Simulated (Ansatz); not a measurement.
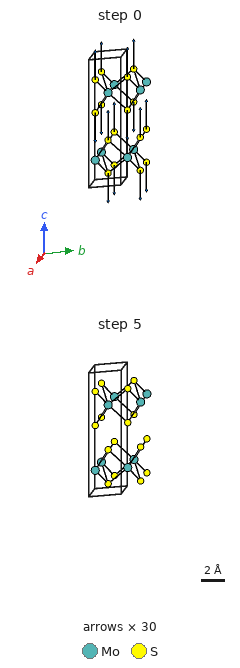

The structure of solid MoS2 (set up in P6_3/mmc) before (top) and after (bottom) a relaxation, at one scale. The blue arrows give the displacements (the part carried along by the change of the cell is left out), magnified 30 times.

A ball-and-stick model of the cell of the calculation, repeated 2 × 2 × 1 with one cell outlined, seen slightly off an axis.

Case: relaxed at 12 GPa.

Level of theory: Ansatz 0.2.0, DFT PBE, scalar-relativistic, plane waves, PAW. Set-up: plane-wave cutoff 420 eV; k-point mesh 12 × 12 × 4; occupations gaussian; smearing width 0.02 eV; target pressure 12 GPa; no spin polarisation; cell and atoms relaxed; force threshold 0.008 eV/Å; at most 50 steps.

Describe what moved and what it gained.

Answer. After 4 accepted moves (5 points after the start) the energy has fallen by 0.115 eV per cell of the calculation. With the target pressure of 12 GPa, the enthalpy E + pV changes by −0.229 eV per cell of the calculation. The largest force component goes from 1.4 to 0.00037 eV/Å. The pressure goes from 19.38 to 11.99 GPa. The SCF was repeated once at an unchanged geometry on a basis and grid sized afresh for the cell, which shifted the energy by 0.2 meV per cell of the calculation at most. The largest moves relative to the cell, 0.094 Å, are those of S atoms. Mo stays in place. The drawn cell changes as follows: a = b 3.068 → 3.093 Å (+0.8 %), c 11.815 → 11.440 Å (−3.2 %); the volume changes by −1.6 %. Among the contacts that change: Mo–S 2.337 → 2.378 Å, Mo–Mo 3.068 → 3.093 Å. The space group stays P6_3/mmc (No. 194).

Limits of the set-up: layers or molecules are held without a dispersion correction, so their spacing is unreliable.
